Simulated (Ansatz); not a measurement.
# Run report: Hf8HO17, geometry relaxation (part 1 of 5)

- system: Hf8HO17 (slab, 26 atoms in the cell)
- method: DFT PBE+D3(BJ), scalar-relativistic, plane waves, PAW, spin-polarised (Ansatz 0.2.0)

The structure derives from an entry of the Crystallography Open Database. The input holds or restrains some coordinates. Forces given for the steps count only the free coordinates. It belongs to a series of runs on one base structure; here: 1 OH a cell, anchor, over a top O site.

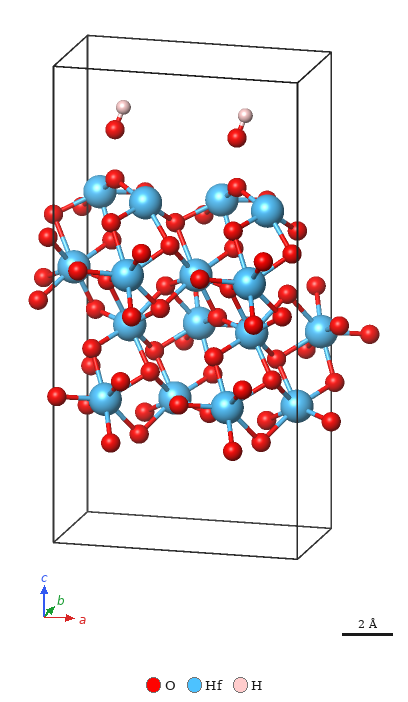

Fig. 1: The input geometry (ball-and-stick view of the 2 × 1 repeat of the cell, with the vacuum cut short, seen slightly off an axis; bonded neighbours outside the cell are drawn too). An atom can appear more than once, as a periodic image.

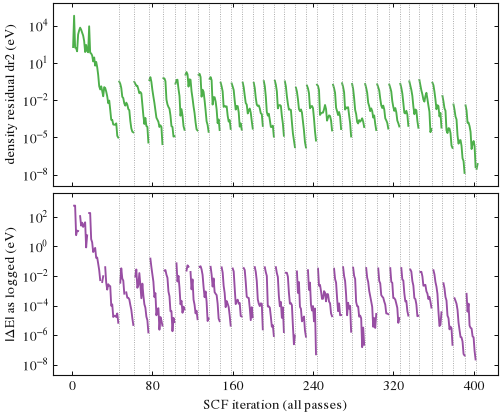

Fig. 2: Convergence of the self-consistent field: density residual dr2 and size of the energy change against the SCF iteration. The dotted lines part the SCF passes of the relaxation: geometry steps, rejected trials and re-solves on a re-selected basis. The 33 passes take 2 to 46 iterations each, 404 in all.

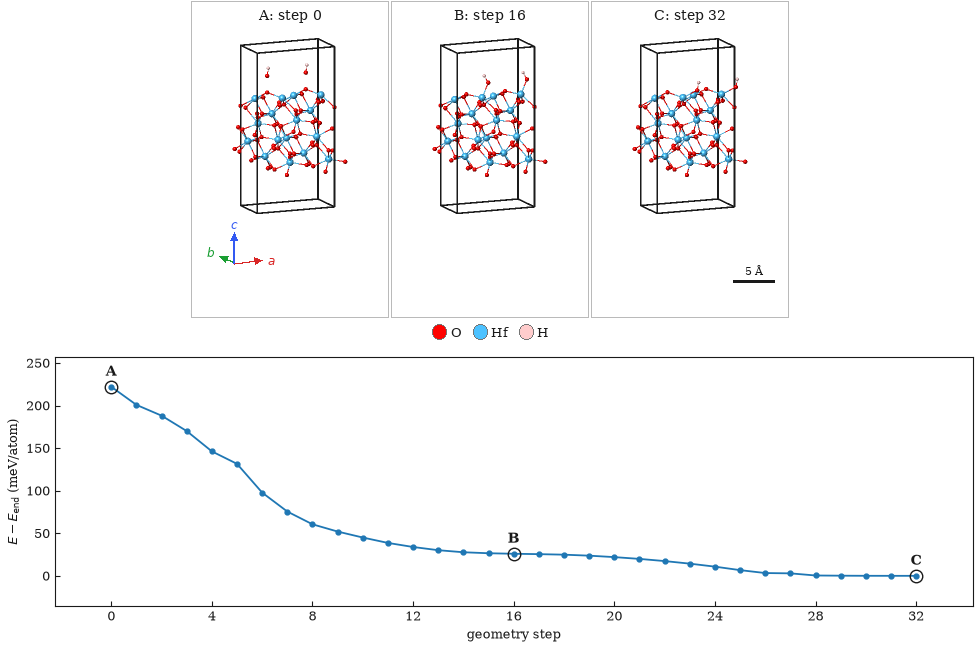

Fig. 3: Frames of the restrained relaxation (ball-and-stick view of the 2 × 1 repeat of the cell, with the vacuum cut short (origin shifted), with bonded neighbours outside it, seen slightly off an axis) above the curves, on which the letters mark them (the first geometry is step 0 here and step 1 in the log).

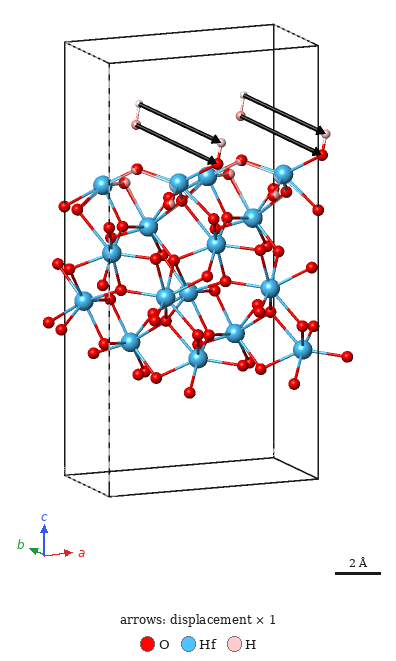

Fig. 4: Start (faint) and end (solid) with the displacements as black arrows, at true length (ball-and-stick view of the 2 × 1 repeat of the cell, with the vacuum cut short (origin shifted), with bonded neighbours outside it, seen slightly off an axis). The largest move is that of H26, 4.22 Å. By element the largest moves are H 4.22 Å, O 4.16 Å, Hf 0.11 Å. The cell stays as it was. Distances before and after: Hf22–O25 6.363 → 2.236 Å, Hf23–O25 3.288 → 2.184 Å, Hf16–O20 2.469 → 2.524 Å, Hf17–O20 2.259 → 2.293 Å. New bonds form: Hf22–O25 (6.36 → 2.24 Å), Hf23–O25 (3.29 → 2.18 Å). Among the angles that change: O19–Hf23–O24 157.9° → 152.7°, Hf22–O19–Hf23 110.5° → 105.4°, O20–Hf23–O21 130.8° → 126.5°. After 32 geometry steps the energy has fallen by 222 meV per atom. The largest force component goes from 3.4 to 0.04 eV/Å. (Atoms are counted from 1 in the order of the input.)

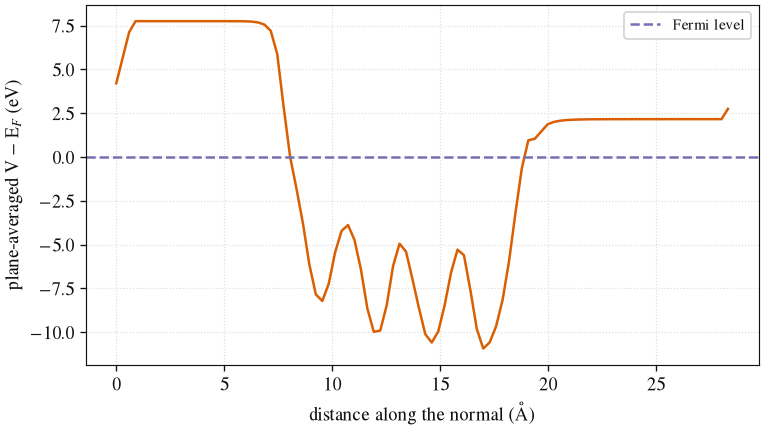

Fig. 5: Plane average of the electrostatic potential energy of an electron across the cell, from the Fermi level. The vacuum level lies 2.16 eV above the Fermi level on the upper side and 7.75 eV on the lower.

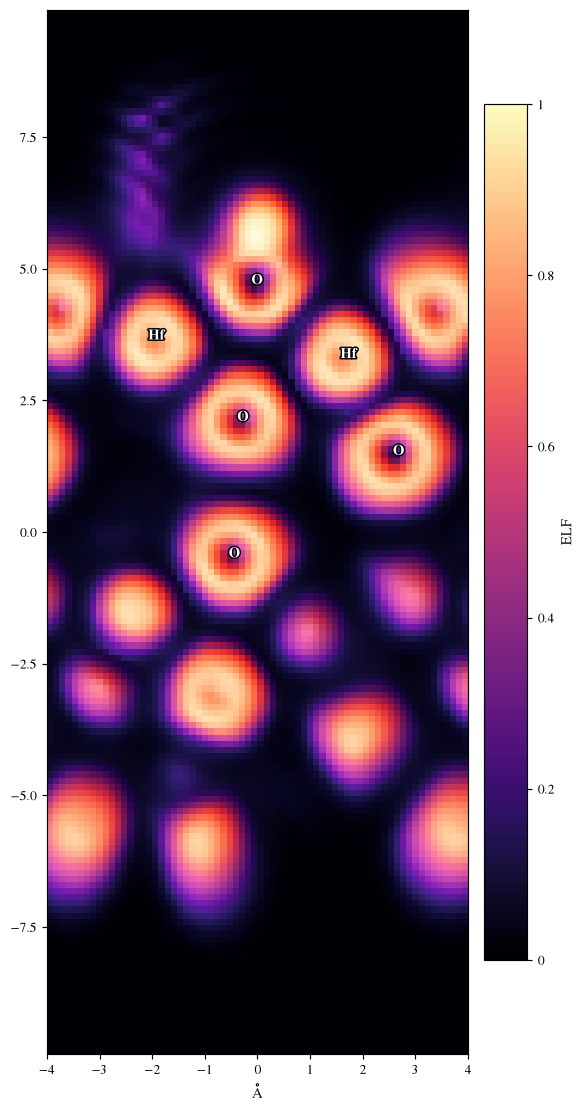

Fig. 6: Electron localisation function on the (110) plane of the calculation cell, a cut from vacuum to vacuum. Atoms in the plane: O and Hf. Hf–O (2.07 Å): the ELF peaks at about 0.85 in the valence shell of O, 0.6 Å from its nucleus, and drops to about 0.20 between the two atoms (no shared pair; the contact is polar). Hf–O (2.18 Å): the ELF peaks at about 0.85 in the valence shell of O, 0.6 Å from its nucleus, and drops to about 0.15 between the two atoms (a polar contact without a shared pair, in a metal). Hf–O (2.24 Å): the ELF peaks at about 0.85 in the valence shell of O, 0.6 Å from its nucleus, and drops to about 0.15 between the two atoms (no shared pair; the contact is polar). The strong features right at Hf lie inside the PAW spheres (semicore, d or f shells) and say nothing about bonding. In a PAW calculation such maps are meaningful between the atoms, not at the nuclei.

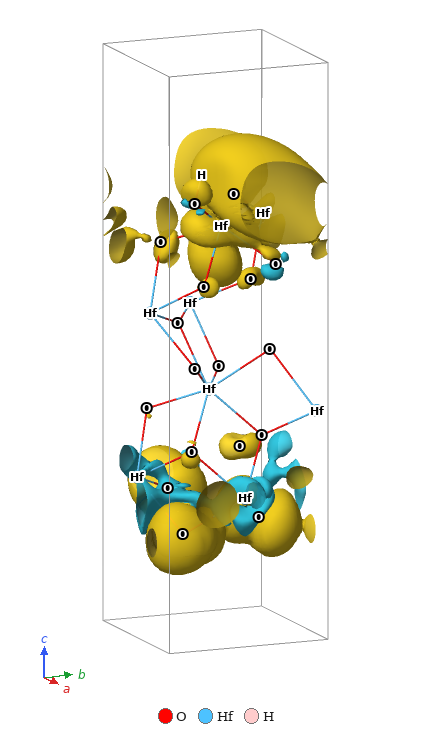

Fig. 7: Isosurfaces of the spin density (up minus down) at +0.004 (yellow) and −0.004 e/Å³ (cyan), seen slightly off an axis. Sticks mark near contacts. The cell of the calculation (26 atoms) carries 2.0 μB net.

The input that produced these results follows, with the program's output.

## Input file
```yaml
crystal:
  lattice:
    - [5.126095951, 0.0, 0.0]
    - [0.0, 5.2021810339, 0.0]
    - [0.0, 0.0, 28.6272087125]
  atoms:
    - { symbol: O, position: [0.6347922139, 0.2419181659, 0.2794544197] }
    - { symbol: O, position: [0.5361300045, 0.7580818341, 0.2870708692] }
    - { symbol: O, position: [0.1832406025, 0.3358219387, 0.3121677717] }
    - { symbol: Hf, position: [0.8445046138, 0.5424419743, 0.321321772] }
    - { symbol: Hf, position: [0.4118787139, 0.0424419743, 0.336599635] }
    - { symbol: O, position: [0.0731427251, 0.8358219387, 0.3457536351] }
    - { symbol: O, position: [0.7202533231, 0.2580818341, 0.3708505378] }
    - { symbol: O, position: [0.6215911137, 0.7419181659, 0.3784669871] }
    - { symbol: O, position: [0.2687017117, 0.1641780613, 0.4035638898] }
    - { symbol: Hf, position: [0.929965723, 0.9575580257, 0.4127178899] }
    - { symbol: Hf, position: [0.4973398231, 0.4575580257, 0.4279957529] }
    - { symbol: O, position: [0.1586038343, 0.6641780613, 0.4371497532] }
    - { symbol: O, position: [0.8059420475, 0.2460642658, 0.4649325277] }
    - { symbol: O, position: [0.7067388764, 0.7615638145, 0.4735078487] }
    - { symbol: O, position: [0.3491442613, 0.3320972083, 0.4966823843] }
    - { symbol: Hf, position: [0.0175366314, 0.5413107222, 0.5029405864] }
    - { symbol: Hf, position: [0.5904576601, 0.0520258638, 0.5194602142] }
    - { symbol: O, position: [0.2455560568, 0.8350206696, 0.5316323741] }
    - { symbol: O, position: [0.8783699597, 0.2748948508, 0.556425136] }
    - { symbol: O, position: [0.7865196321, 0.7638673486, 0.5669182136] }
    - { symbol: O, position: [0.4223968141, 0.1807706014, 0.5885603247] }
    - { symbol: Hf, position: [0.1146506409, 0.9534605005, 0.5953465552] }
    - { symbol: Hf, position: [0.6193644076, 0.485390975, 0.6064802779] }
    - { symbol: O, position: [0.3129574154, 0.6861994464, 0.6282552101] }
    - { symbol: O, position: [0.3129574154, 0.6861994464, 0.7005640412], spin: 1.0 }
    - { symbol: H, position: [0.3661566933, 0.7424508143, 0.7313040274] }
basis:
  ecutwfc: 420
kpoints:
  mp_grid: { grid: [3, 3, 1] }
hamiltonian:
  xc: pbe
  dispersion: d3bj
scf:
  occupations: { method: gaussian, width: 0.05 }
output:
  forces: true
  eigenvalues: true
  populations: true
  write_density: true
  write_potential: true
  elf: true
  volumetric_format: npy
magnetization:
  spin_polarized: true
relax:
  adjacent_minimum: "off"
  f_tol: 0.04
  max_steps: 100
  constraints: [{ sites: [0, 1, 2, 3, 4, 5, 6, 7, 8, 9, 10, 11] }]
efield:
  axis: 3
  dipole_correction: true
  ramp_width: 0.04
```

Run as:
```bash
ansatz run input.yaml --threads 8 --pin off --max-ram 20480MiB --backend cpu --events-out ev --progress --plain --runs-dir out
```

## Log
```
Engine: ansatz 0.2.0, x86_64-unknown-linux-gnu
Pseudopotentials: kind: paw
Pseudopotential: O, paw, valence charge 6, recommended cutoff 420 eV (normal), O.paw.azcp
Pseudopotential: Hf, paw, valence charge 26, recommended cutoff 420 eV (normal), Hf.paw.azcp
Pseudopotential: H, paw, valence charge 1, recommended cutoff 420 eV (normal), H.paw.azcp
Functional definition: PBE
  parameter kappa = 0.804
  parameter beta = 0.06672455060314922
  exchange = pbe_x(kappa = kappa, mu = beta*pi^2/3)
  correlation = pbe_c(beta = beta)
Crystal: 26 atoms, lattice volume = 763.398 Å³
Basis set: ecut = 420 eV, 14995 PW (Γ), exchange–correlation on 72×72×384 points (8 copies of the dense FFT grid, shifted against one another)
Bands: 188, of which v1, the nominal top of the filled ones, is band 156 counted from 1 (155 counted from 0)
Symmetry: 1 space group operations
k-points: 5 of 9 (time reversal used)
Non-local potential: O, projectors of the file, l = 0: 2, l = 1: 2, l = 2: 1
Non-local potential: Hf, projectors of the file, l = 0: 3, l = 1: 2, l = 2: 2, l = 3: 3
Non-local potential: H, projectors of the file, l = 0: 2, l = 1: 1
PAW form: soft (Blöchl's): semilocal exchange-correlation on the pseudo side does not see the compensation charge
PAW one-centre angular grid: O, 110 points (default); XC on 64 Gauss nodes
PAW one-centre angular grid: Hf, 590 points (default); XC on 64 Gauss nodes
PAW one-centre angular grid: H, 110 points (default); XC on 64 Gauss nodes
Initial density: superposition of atomic densities (neutral atoms: chi_scale 0, normalization atom)
Starting moments: Σ|m| = 1 μB on 1 of 26 sites
Initial wavefunctions: pseudopotential atomic-orbital guess
Functional: x = pbe(κ = 0.804, μ = 0.2195149727645171), c = pbe(β = 0.06672455060314922)
```
